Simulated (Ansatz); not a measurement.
## Geometry relaxation of Cu$_{4}$HO$_{5}$ (part 3 of 3)

Continued. System: Cu$_{4}$HO$_{5}$ (slab, 10 atoms in the cell). Method: DFT PBEsol, scalar-relativistic, plane waves, PAW, no spin polarisation (Ansatz 0.2.0); cutoff 420 eV, 10×10×1 k-mesh, Gaussian smearing of 0.1 eV. The structure derives from an entry of the Crystallography Open Database. The input holds or restrains some coordinates. Forces given for the steps count only the free coordinates. It belongs to a series of runs on one base structure; here: OH put at a hollow Cu-Cu site.

Geometry of the input (Å; fractional positions):
```
2.8941  0.0000  0.0000
0.0117  2.8941  0.0000
0.0000  0.0000  28.7910
O  0.5000  0.5001  0.2952
Cu 0.5001  0.0001  0.3394
O  0.5002  0.5001  0.3837
Cu 0.0002  0.5002  0.4279
O  0.5002  0.5003  0.4721
Cu 0.5003  0.0003  0.5163
O  0.5004  0.5003  0.5605
Cu 0.0004  0.5004  0.6014
O  0.5004  1.0004  0.6181
H  0.3984  0.9075  0.6487
```

**Trajectory as extended XYZ, continued**
```
10
Lattice="2.8941 0.0000 0.0000 0.0117 2.8941 0.0000 0.0000 0.0000 28.7910" Properties=species:S:1:pos:R:3:forces:R:3 step=7 energy=-29166.81486
O     1.4529    1.4473    8.5000   -0.0008  -0.0003   2.3162
Cu    1.4474    0.0003    9.7730    0.0043   0.0019  -1.9675
O     1.4535    1.4474   11.0460    0.0031  -0.0116  -0.2611
Cu    0.0065    1.4477   12.3190   -0.0103   0.0243   0.2437
O     1.4527    1.4587   13.6232   -0.0192  -0.0112   0.0454
Cu    1.4189    0.0146   14.9148    0.0240   0.0746  -0.0363
O     1.4049    1.4713   16.1796    0.0234  -0.2452   0.1313
Cu   -0.0413    1.6562   17.5323   -0.0818   0.5782  -0.4222
O     1.3906    2.7287   18.4677    0.1492  -0.3816   0.7949
H     1.4362    2.6676   19.4583   -0.0919  -0.0287  -0.8447
10
Lattice="2.8941 0.0000 0.0000 0.0117 2.8941 0.0000 0.0000 0.0000 28.7910" Properties=species:S:1:pos:R:3:forces:R:3 step=8 energy=-29166.95997
O     1.4529    1.4473    8.5000   -0.0006   0.0004   2.3157
Cu    1.4474    0.0003    9.7730    0.0036   0.0017  -1.9665
O     1.4535    1.4474   11.0460    0.0042  -0.0247  -0.2670
Cu    0.0065    1.4477   12.3190   -0.0135   0.0515   0.1448
O     1.4525    1.4727   13.6183   -0.0111  -0.0383  -0.0154
Cu    1.4215    0.0323   14.8958    0.0172   0.0720  -0.0112
O     1.4098    1.4854   16.1728    0.0086  -0.1472   0.0905
Cu   -0.0383    1.7719   17.4606   -0.0706   0.3924  -0.1901
O     1.4014    2.5813   18.4918    0.1687  -0.2257   0.6020
H     1.4536    2.4689   19.4724   -0.1066  -0.0821  -0.7028
10
Lattice="2.8941 0.0000 0.0000 0.0117 2.8941 0.0000 0.0000 0.0000 28.7910" Properties=species:S:1:pos:R:3:forces:R:3 step=9 energy=-29167.02811
O     1.4529    1.4473    8.5000   -0.0004   0.0012   2.3156
Cu    1.4474    0.0003    9.7730    0.0032   0.0021  -1.9702
O     1.4535    1.4474   11.0460    0.0056  -0.0354  -0.2805
Cu    0.0065    1.4477   12.3190   -0.0209   0.0753   0.0409
O     1.4516    1.4835   13.6080    0.0042   0.0007  -0.0582
Cu    1.4239    0.0598   14.8747    0.0000   0.0137   0.0537
O     1.4112    1.5155   16.1656   -0.0221   0.0752  -0.1088
Cu   -0.0375    1.9149   17.3879    0.1132  -0.1394   0.0770
O     1.4201    2.4788   18.4990   -0.0292   0.1883   0.2814
H     1.4521    2.2710   19.4540   -0.0537  -0.1817  -0.3507
10
Lattice="2.8941 0.0000 0.0000 0.0117 2.8941 0.0000 0.0000 0.0000 28.7910" Properties=species:S:1:pos:R:3:forces:R:3 step=10 energy=-29167.06641
O     1.4529    1.4473    8.5000   -0.0003   0.0011   2.3162
Cu    1.4474    0.0003    9.7730    0.0027   0.0026  -1.9728
O     1.4535    1.4474   11.0460    0.0041  -0.0415  -0.2879
Cu    0.0065    1.4477   12.3190   -0.0148   0.0854   0.0032
O     1.4524    1.4889   13.6030    0.0015   0.0058  -0.0317
Cu    1.4273    0.0666   14.8706    0.0022   0.0135  -0.0394
O     1.4165    1.5238   16.1518   -0.0090   0.0323  -0.0439
Cu   -0.0307    1.8924   17.3784    0.0606  -0.1160   0.1341
O     1.4223    2.4052   18.5187   -0.0104   0.1881   0.3610
H     1.4416    2.0718   19.4396   -0.0367  -0.1732  -0.4381
10
Lattice="2.8941 0.0000 0.0000 0.0117 2.8941 0.0000 0.0000 0.0000 28.7910" Properties=species:S:1:pos:R:3:forces:R:3 step=11 energy=-29167.11441
O     1.4529    1.4473    8.5000   -0.0003   0.0012   2.3186
Cu    1.4474    0.0003    9.7730    0.0021   0.0035  -1.9779
O     1.4535    1.4474   11.0460    0.0022  -0.0534  -0.2990
Cu    0.0065    1.4477   12.3190   -0.0073   0.1046  -0.0431
O     1.4532    1.4997   13.5965   -0.0016   0.0240   0.0017
Cu    1.4316    0.0813   14.8628    0.0023   0.0132  -0.0157
O     1.4230    1.5446   16.1427    0.0078  -0.0396   0.0387
Cu   -0.0225    1.8812   17.3838    0.0030   0.0307   0.0603
O     1.4256    2.3857   18.5475    0.0038  -0.3090   0.9559
H     1.4293    1.8791   19.4070   -0.0122   0.2252  -1.0397
10
Lattice="2.8941 0.0000 0.0000 0.0117 2.8941 0.0000 0.0000 0.0000 28.7910" Properties=species:S:1:pos:R:3:forces:R:3 step=12 energy=-29167.17051
O     1.4529    1.4473    8.5000   -0.0002   0.0013   2.3195
Cu    1.4474    0.0003    9.7730    0.0019   0.0038  -1.9792
O     1.4535    1.4474   11.0460    0.0018  -0.0570  -0.2981
Cu    0.0065    1.4477   12.3190   -0.0058   0.1120  -0.0305
O     1.4533    1.5029   13.5974   -0.0021   0.0044  -0.0044
Cu    1.4330    0.0831   14.8634    0.0020   0.0208   0.0093
O     1.4252    1.5459   16.1484    0.0080   0.0153   0.0052
Cu   -0.0208    1.8819   17.3898   -0.0095  -0.0409   0.0405
O     1.4256    2.3077   18.5850    0.0175  -0.2561   0.7208
H     1.4298    1.6850   19.3590   -0.0135   0.1962  -0.7827
10
Lattice="2.8941 0.0000 0.0000 0.0117 2.8941 0.0000 0.0000 0.0000 28.7910" Properties=species:S:1:pos:R:3:forces:R:3 step=13 energy=-29167.22078
O     1.4529    1.4473    8.5000   -0.0001   0.0014   2.3209
Cu    1.4474    0.0003    9.7730    0.0016   0.0048  -1.9811
O     1.4535    1.4474   11.0460    0.0018  -0.0689  -0.2994
Cu    0.0065    1.4477   12.3190   -0.0065   0.1343  -0.0256
O     1.4532    1.5144   13.5968    0.0007   0.0434  -0.0105
Cu    1.4347    0.1034   14.8639   -0.0014  -0.0155  -0.0250
O     1.4275    1.5715   16.1462   -0.0075   0.0065   0.0358
Cu   -0.0207    1.8933   17.3896    0.0251   0.0231   0.1110
O     1.4274    2.2624   18.6223   -0.0030  -0.5339   0.5331
H     1.4300    1.5063   19.2754   -0.0106   0.4055  -0.6588
10
Lattice="2.8941 0.0000 0.0000 0.0117 2.8941 0.0000 0.0000 0.0000 28.7910" Properties=species:S:1:pos:R:3:forces:R:3 step=14 energy=-29167.25574
O     1.4529    1.4473    8.5000   -0.0001   0.0012   2.3216
Cu    1.4474    0.0003    9.7730    0.0014   0.0047  -1.9827
O     1.4535    1.4474   11.0460    0.0014  -0.0657  -0.2995
Cu    0.0065    1.4477   12.3190   -0.0049   0.1281  -0.0307
O     1.4534    1.5105   13.5966    0.0003   0.0156   0.0008
Cu    1.4361    0.0922   14.8630   -0.0019  -0.0048  -0.0181
O     1.4296    1.5562   16.1463   -0.0019   0.0192  -0.0015
Cu   -0.0180    1.8289   17.3991    0.0112   0.0118   0.0511
O     1.4292    2.1207   18.6465   -0.0006  -0.3103   0.2613
H     1.4299    1.3132   19.2233   -0.0048   0.1995  -0.3019
10
Lattice="2.8941 0.0000 0.0000 0.0117 2.8941 0.0000 0.0000 0.0000 28.7910" Properties=species:S:1:pos:R:3:forces:R:3 step=15 energy=-29167.27753
O     1.4529    1.4473    8.5000   -0.0001   0.0010   2.3222
Cu    1.4474    0.0003    9.7730    0.0013   0.0055  -1.9841
O     1.4535    1.4474   11.0460    0.0012  -0.0730  -0.3009
Cu    0.0065    1.4477   12.3190   -0.0042   0.1417  -0.0402
O     1.4534    1.5158   13.5959   -0.0008   0.0009   0.0009
Cu    1.4369    0.0932   14.8602    0.0001  -0.0156   0.0127
O     1.4319    1.5549   16.1441    0.0019   0.0537   0.0080
Cu   -0.0151    1.7679   17.4110   -0.0014  -0.0343   0.0326
O     1.4314    1.9693   18.6764    0.0022  -0.1218   0.0141
H     1.4304    1.1219   19.1845   -0.0002   0.0408  -0.0644
10
Lattice="2.8941 0.0000 0.0000 0.0117 2.8941 0.0000 0.0000 0.0000 28.7910" Properties=species:S:1:pos:R:3:forces:R:3 step=16 energy=-29167.29241
O     1.4529    1.4473    8.5000    0.0000   0.0007   2.3224
Cu    1.4474    0.0003    9.7730    0.0012   0.0056  -1.9843
O     1.4535    1.4474   11.0460    0.0010  -0.0695  -0.2985
Cu    0.0065    1.4477   12.3190   -0.0034   0.1346  -0.0359
O     1.4535    1.5115   13.5971   -0.0007  -0.0015  -0.0003
Cu    1.4383    0.0834   14.8612   -0.0003  -0.0203  -0.0050
O     1.4346    1.5433   16.1424    0.0020   0.0381   0.0151
Cu   -0.0124    1.6713   17.4204   -0.0008  -0.0123  -0.0139
O     1.4342    1.7989   18.6902   -0.0006  -0.1182  -0.0123
H     1.4324    0.9287   19.1584    0.0017   0.0428   0.0126
10
Lattice="2.8941 0.0000 0.0000 0.0117 2.8941 0.0000 0.0000 0.0000 28.7910" Properties=species:S:1:pos:R:3:forces:R:3 step=17 energy=-29167.30457
O     1.4529    1.4473    8.5000    0.0000   0.0004   2.3223
Cu    1.4474    0.0003    9.7730    0.0010   0.0050  -1.9852
O     1.4535    1.4474   11.0460    0.0009  -0.0572  -0.2987
Cu    0.0065    1.4477   12.3190   -0.0030   0.1090  -0.0470
O     1.4535    1.4991   13.5968   -0.0006  -0.0056  -0.0009
Cu    1.4398    0.0632   14.8591    0.0001  -0.0092   0.0147
O     1.4376    1.5214   16.1395    0.0019   0.0246   0.0403
Cu   -0.0093    1.5598   17.4253   -0.0017  -0.0107   0.0168
O     1.4373    1.6140   18.7020   -0.0006  -0.1006  -0.0765
H     1.4353    0.7347   19.1532    0.0019   0.0443   0.0141
10
Lattice="2.8941 0.0000 0.0000 0.0117 2.8941 0.0000 0.0000 0.0000 28.7910" Properties=species:S:1:pos:R:3:forces:R:3 step=18 energy=-29167.31395
O     1.4529    1.4473    8.5000    0.0001   0.0000   2.3220
Cu    1.4474    0.0003    9.7730    0.0008   0.0040  -1.9836
O     1.4535    1.4474   11.0460    0.0007  -0.0414  -0.2928
Cu    0.0065    1.4477   12.3190   -0.0025   0.0779  -0.0220
O     1.4535    1.4840   13.6001   -0.0005  -0.0010  -0.0053
Cu    1.4414    0.0413   14.8645    0.0003  -0.0110  -0.0294
O     1.4410    1.4971   16.1434    0.0009   0.0160   0.0071
Cu   -0.0061    1.4437   17.4259   -0.0007  -0.0094  -0.0484
O     1.4405    1.4233   18.6900   -0.0001  -0.1008   0.0527
H     1.4389    0.5404   19.1347    0.0011   0.0656  -0.0003
10
Lattice="2.8941 0.0000 0.0000 0.0117 2.8941 0.0000 0.0000 0.0000 28.7910" Properties=species:S:1:pos:R:3:forces:R:3 step=19 energy=-29167.31791
O     1.4529    1.4473    8.5000    0.0001  -0.0003   2.3219
Cu    1.4474    0.0003    9.7730    0.0005   0.0027  -1.9863
O     1.4535    1.4474   11.0460    0.0005  -0.0218  -0.3012
Cu    0.0065    1.4477   12.3190   -0.0018   0.0374  -0.0726
O     1.4535    1.4649   13.5950   -0.0001  -0.0051  -0.0003
Cu    1.4435    0.0130   14.8548   -0.0003   0.0076   0.0663
O     1.4450    1.4664   16.1372    0.0003  -0.0266   0.0448
Cu   -0.0023    1.3170   17.4167    0.0010   0.0070   0.0615
O     1.4445    1.2322   18.6884   -0.0004  -0.0294  -0.0919
H     1.4432    0.3527   19.1371    0.0001   0.0286  -0.0422
10
Lattice="2.8941 0.0000 0.0000 0.0117 2.8941 0.0000 0.0000 0.0000 28.7910" Properties=species:S:1:pos:R:3:forces:R:3 step=20 energy=-29167.31924
O     1.4529    1.4473    8.5000    0.0002  -0.0004   2.3215
Cu    1.4474    0.0003    9.7730    0.0003   0.0016  -1.9840
O     1.4535    1.4474   11.0460    0.0003  -0.0078  -0.2950
Cu    0.0065    1.4477   12.3190   -0.0010   0.0101  -0.0374
O     1.4536    1.4522   13.5986   -0.0007  -0.0044  -0.0031
Cu    1.4447   -0.0038   14.8623    0.0004   0.0068  -0.0053
O     1.4476    1.4466   16.1424    0.0007   0.0008   0.0102
Cu    0.0004    1.2638   17.4136   -0.0014  -0.0276   0.0072
O     1.4471    1.1350   18.6717    0.0009   0.0134  -0.0289
H     1.4457    0.2471   19.1016    0.0002   0.0074   0.0149
10
Lattice="2.8941 0.0000 0.0000 0.0117 2.8941 0.0000 0.0000 0.0000 28.7910" Properties=species:S:1:pos:R:3:forces:R:3 step=21 energy=-29167.31924
O     1.4529    1.4473    8.5000    0.0002  -0.0004   2.3215
Cu    1.4474    0.0003    9.7730    0.0003   0.0016  -1.9840
O     1.4535    1.4474   11.0460    0.0003  -0.0078  -0.2950
Cu    0.0065    1.4477   12.3190   -0.0010   0.0101  -0.0374
O     1.4536    1.4522   13.5986   -0.0007  -0.0044  -0.0031
Cu    1.4447   -0.0038   14.8623    0.0004   0.0068  -0.0053
O     1.4476    1.4466   16.1424    0.0007   0.0008   0.0102
Cu    0.0004    1.2638   17.4136   -0.0014  -0.0276   0.0071
O     1.4471    1.1350   18.6717    0.0009   0.0134  -0.0290
H     1.4457    0.2471   19.1016    0.0002   0.0074   0.0149
```

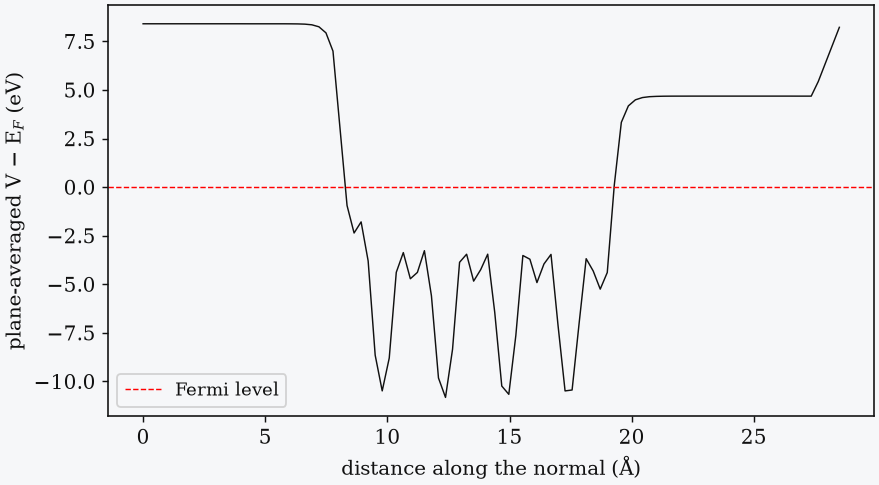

Figure 1. Plane average of the electrostatic potential energy of an electron across the cell, from the Fermi level. The vacuum level lies 4.69 eV above the Fermi level on the upper side and 8.41 eV on the lower.

**Key numbers**

| quantity | value |
| --- | --- |
| outcome | converged under the restraints of the input |
| electrons treated | 107 |
| free energy | −29167.3192 eV |
| work function, top face | 4.69 eV |
| work function, bottom face | 8.41 eV |
| Fermi energy | 0.240 eV |
| gap on the k-point mesh | none (metallic) |
| final volume | 241.15 Å³ |
| work function (upper face) | 4.69 eV |
| largest force (length of the vector) at the end, held atoms and coordinates included | 2.322 eV/Å |
| wall time | 11 min (CPU time 44 min) |
| peak memory | 1.1 GiB |

**Remarks**

The run has no spin polarisation, so a magnetic state may lie lower.
